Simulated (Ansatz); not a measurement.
A series of calculations on TiAl$_{2}$

## 1. Relaxation

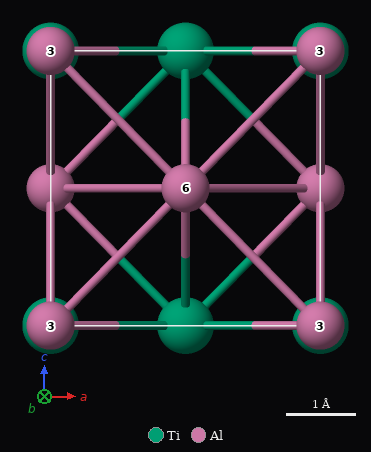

Starting structure of a crystal of TiAl₂ (set up in Cmmm) (coarse preliminary run). Style: ball-and-stick. Shown: the conventional cell (2 times the calculation's cell), along the b axis. Lengths and directions refer to the drawn axes.

Level of theory: Ansatz 0.2.0, DFT PBEsol, scalar-relativistic, plane waves, PAW.

Input
```yaml
crystal:
  lattice:
    - [1.97955, -6.0472, 0.0]
    - [1.97955, 6.0472, 0.0]
    - [0.0, 0.0, 4.0315]
  atoms:
    - { symbol: Ti, position: [0.649, 0.351, 0.0] }
    - { symbol: Ti, position: [0.351, 0.649, 0.0] }
    - { symbol: Al, position: [0.0, 0.0, 0.0] }
    - { symbol: Al, position: [0.824, 0.176, 0.5] }
    - { symbol: Al, position: [0.176, 0.824, 0.5] }
    - { symbol: Al, position: [0.5, 0.5, 0.5] }
basis:
  ecutwfc: 420
kpoints:
  mp_grid: { grid: [6, 6, 6] }
hamiltonian:
  xc: pbesol
scf:
  occupations: { method: gaussian, width: 0.1 }
output:
  forces: true
  stress: true
  eigenvalues: true
relax:
  adjacent_minimum: "off"
  f_tol: 0.05
  max_steps: 80
  cell: { stress_tol: 0.5 }
```

Launched with:
```bash
ansatz run input.yaml --threads 1 --pin off --max-ram 2560MiB --backend cpu --events-out ev --progress --plain --runs-dir out
```

### Where does the relaxation end?

The energy falls by 0.118 eV per cell of the calculation in 2 accepted moves (4 points after the start). The largest force component goes from 0.84 to 0.023 eV/Å. The pressure goes from −2.77 to 0.17 GPa. The line search rejected the trial step at point 1 of the run. The SCF was repeated once at an unchanged geometry on a basis and grid sized afresh for the cell, which shifted the energy by 0.8 meV per cell of the calculation at most. The largest moves relative to the cell, 0.090 Å, are those of Ti1 and Ti2. Ti1 goes along −b. By element the largest moves are Ti 0.090 Å, Al 0.036 Å. The drawn cell changes as follows: a 3.959 → 3.896 Å (−1.6 %), b 12.094 → 12.044 Å (−0.4 %), c 4.032 → 3.975 Å (−1.4 %); the volume changes by −3.4 %. Among the contacts that change: Ti1–Ti2 3.144 → 2.979 Å, Ti1–Al4 2.923 → 2.858 Å, Al4–Al6 2.907 → 2.852 Å, Ti1–Al5 2.844 → 2.790 Å. The space group stays Cmmm (No. 65). Cost: 47 s on 1 thread of Arm Neoverse V1 (shared host), peak memory 0.42 GiB.

After the run, drawn alike:

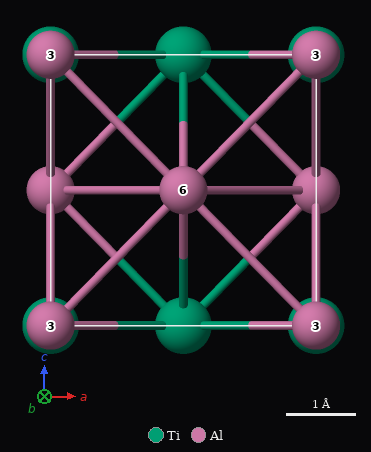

## 2. Relaxation

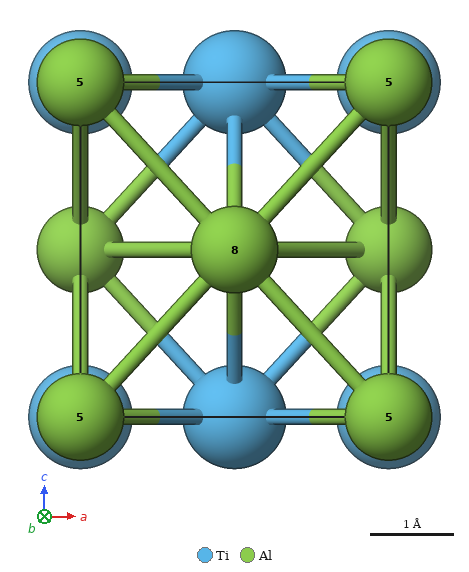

This is the input geometry for a relaxation of a crystal of TiAl₂ (set up in Cmmm). Style: ball-and-stick. Shown: the cell of the calculation, along the b axis.

Case: biaxial strain in the a-b plane of -4.0 %; c and atoms relaxed.

Theory: DFT PBEsol, scalar-relativistic, plane waves, PAW in Ansatz.

Input
```yaml
crystal:
  lattice:
    - [3.7446411635, 0.0, 0.0]
    - [0.0, 11.5704512102, 0.0]
    - [0.0, 0.0, 4.0677631781]
  atoms:
    - { symbol: Ti, position: [0.5, 0.8427182959, 0.0] }
    - { symbol: Ti, position: [0.0, 0.6572817041, 0.0] }
    - { symbol: Ti, position: [0.0, 0.3427182959, 0.0] }
    - { symbol: Ti, position: [0.5, 0.1572817041, 0.0] }
    - { symbol: Al, position: [0.0, 0.0, 0.0] }
    - { symbol: Al, position: [0.5, 0.6721603009, 0.5] }
    - { symbol: Al, position: [0.0, 0.8278396991, 0.5] }
    - { symbol: Al, position: [0.5, 0.0, 0.5] }
    - { symbol: Al, position: [0.5, 0.5, 0.0] }
    - { symbol: Al, position: [0.0, 0.1721603009, 0.5] }
    - { symbol: Al, position: [0.5, 0.3278396991, 0.5] }
    - { symbol: Al, position: [0.0, 0.5, 0.5] }
basis:
  ecutwfc: 420
kpoints:
  mp_grid: { grid: [10, 4, 10] }
hamiltonian:
  xc: pbesol
scf:
  occupations: { method: gaussian, width: 0.1 }
output:
  forces: true
  stress: true
  eigenvalues: true
relax:
  adjacent_minimum: "off"
  f_tol: 0.008
  max_steps: 40
  cell: { stress_tol: 0.015, fix: [a, b, gamma] }
```

Run as
```bash
ansatz run input.yaml --threads 1 --pin off --max-ram 2560MiB --backend cpu --events-out ev --progress --plain --runs-dir out
```

Question: Predict the outcome.

Answer: The energy falls by 7.3 meV per cell of the calculation in 3 accepted moves (4 points after the start). Largest force component: 0.15 eV/Å at the start, 0.00014 eV/Å at the end. The pressure goes from 7.88 to 7.19 GPa. At 1 point the geometry stayed and the basis and grid were re-selected for the new cell (energy shift of 0.3 meV per cell of the calculation at most each time). The largest moves relative to the cell, 0.012 Å, are those of Ti1, Ti2, Ti3 and Ti4. Ti1 goes along −b. Largest moves by element: Ti 0.012 Å, Al 0.008 Å. The drawn cell changes as follows: a unchanged at 3.745 Å, b unchanged at 11.570 Å, c 4.068 → 4.087 Å (+0.5 %); the volume changes by +0.5 %. Some distances before and after: Ti1–Ti2 2.848 → 2.830 Å, Ti1–Al8 2.729 → 2.744 Å, Al10–Al11 2.598 → 2.609 Å, Ti1–Al5 2.611 → 2.619 Å. The space group stays Cmmm (No. 65). Cost: 5.3 min on 1 thread of Arm Neoverse V1, with other jobs on the host, peak memory 0.88 GiB.

Step by step:

| step | E − E(0), meV/atom | largest force component, eV/Å | pressure, GPa | volume, Å³/atom | note |
| --- | --- | --- | --- | --- | --- |
| 0 | 0.00 | 0.1544 | 7.88 | 14.687 |  |
| 1 | -0.54 | 0.0588 | 7.15 | 14.759 |  |
| 2 | -0.58 | 0.0085 | 7.14 | 14.760 |  |
| 3 | -0.58 | 0.0002 | 7.18 | 14.755 |  |
| 4 | -0.61 | 0.0001 | 7.19 | 14.755 | same geometry, new basis |

## 3. A change

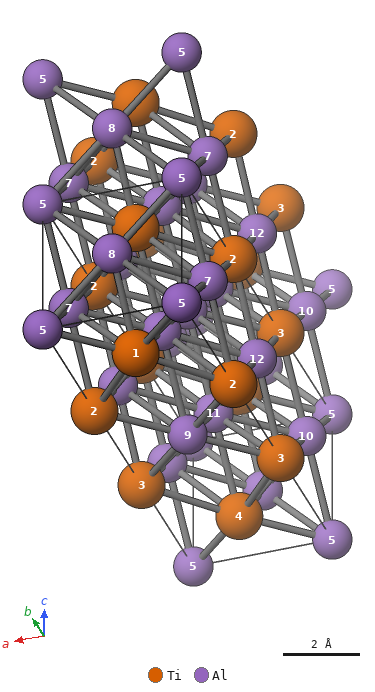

Reference structure: a crystal of TiAl2 (set up in Cmmm). A ball-and-stick model of the cell of the calculation, repeated 1 × 1 × 2 with one cell outlined, seen from a free direction.

Level of theory: DFT PBEsol, scalar-relativistic, plane waves, PAW in Ansatz 0.2.0. (plane-wave cutoff 420 eV; k-point mesh 10 × 4 × 10; occupations gaussian; smearing width 0.1 eV; no spin polarisation)

Change: Biaxial strain in the a–b plane, −4.0 %, is applied. The c axis and the atoms are relaxed.

The input:

The input is the one shown above.

Predict the response.

Energy change: +38.9 meV per atom. The pressure goes from 0.0 to 7.2 GPa. The principal stresses (compression positive) are 11.2 GPa along b, 10.4 GPa along a, none along the third axis. The volume changes by −5.2 %, with a 3.901 → 3.745 Å (−4.0 %), b 12.053 → 11.570 Å (−4.0 %), c 3.972 → 4.087 Å (+2.9 %). The largest moves relative to the cell, 0.024 Å, are those of Ti1, Ti2, Ti3 and Ti4. Ti2 goes along +b. Largest moves by element: Ti 0.024 Å, Al 0.017 Å. Near-neighbour distances before and after: Ti–Ti 2.986 → 2.830 Å, Al–Al 2.854 → 2.728 Å, Al–Ti 2.711 → 2.619 Å, Al–Al 2.694 → 2.609 Å. The space group stays Cmmm (No. 65).

Drawn alike, the variant:

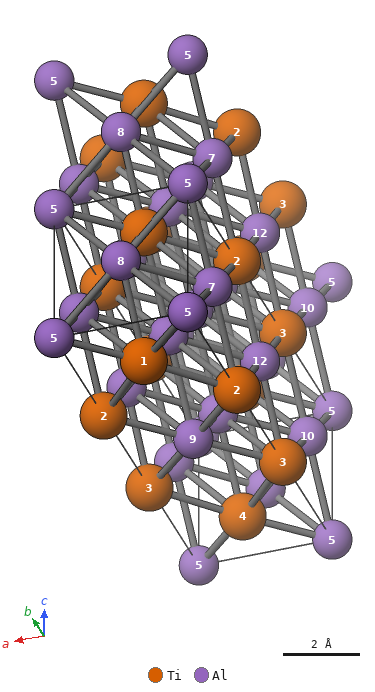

## 4. Series

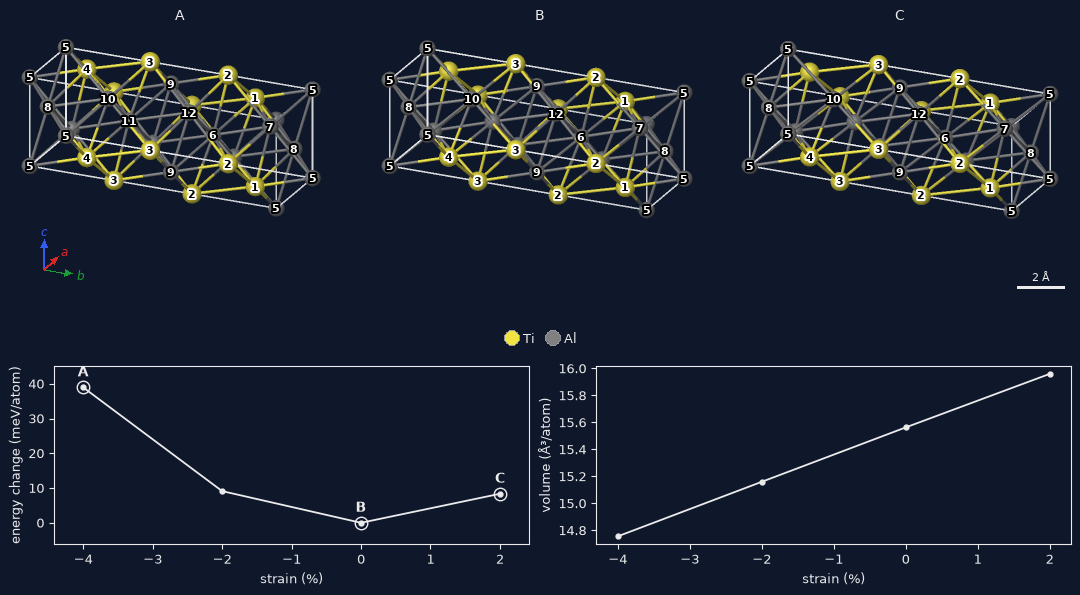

Members of a series of calculations on a crystal of TiAl$_{2}$ (set up in Cmmm), marked on the first curve. Style: ball-and-stick. Shown: the cell of the calculation, from a free direction.

Theory: DFT PBEsol, scalar-relativistic, plane waves, PAW in Ansatz 0.2.0. Settings: plane-wave cutoff 420 eV; k-point mesh 10 × 4 × 10; occupations gaussian; smearing width 0.1 eV; no spin polarisation.

Question: Describe the series.

Answer: Biaxial strain in the a–b plane, c and atoms relaxed. A (strain −4.0 %): energy change 38.9 meV/atom, volume 14.76 Å³ per atom. B (strain 0.0 %): energy change 0.0 meV/atom, volume 15.56 Å³ per atom. C (strain 2.0 %): energy change 8.4 meV/atom, volume 15.96 Å³ per atom. The rest compares A with C. The drawn cell changes as follows: a 3.745 → 3.979 Å (+6.2 %), b 11.570 → 12.294 Å (+6.2 %), c 4.087 → 3.916 Å (−4.2 %); the volume changes by +8.2 %. Near-neighbour distances before and after: Ti–Ti 2.830 → 3.063 Å, Al–Al 2.728 → 2.918 Å, Al–Ti 2.619 → 2.757 Å.
